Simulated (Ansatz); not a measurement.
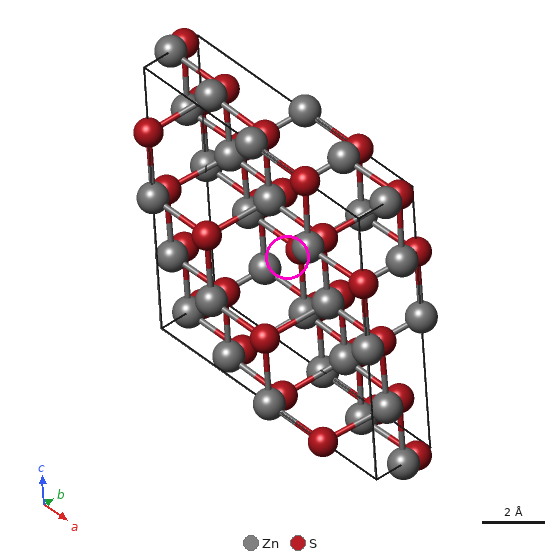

This ball-and-stick model is shown slightly off an axis. One supercell is outlined, and atoms on its boundary appear in each equivalent place. The host is ZnS, in a cell of 32 sites, and the cell carries a charge of -1. A ring marks the defect's site.

> Which defect is modelled here, and what are its neighbours?

A zinc vacancy. Around the empty site lie four S at about 2.3 Å.

The calculation used DFT PBE, scalar-relativistic, plane waves, PAW (Ansatz 0.2.0), with plane waves up to 420 eV, a 2×2×2 grid in reciprocal space, Gaussian smearing of 0.01 eV, collinear spins.

> Does the calculation give a net moment?

Yes, 1.0 μB in the cell.

The atoms were relaxed in the host's cell with Ansatz 0.2.0, DFT PBE, scalar-relativistic, plane waves, PAW.
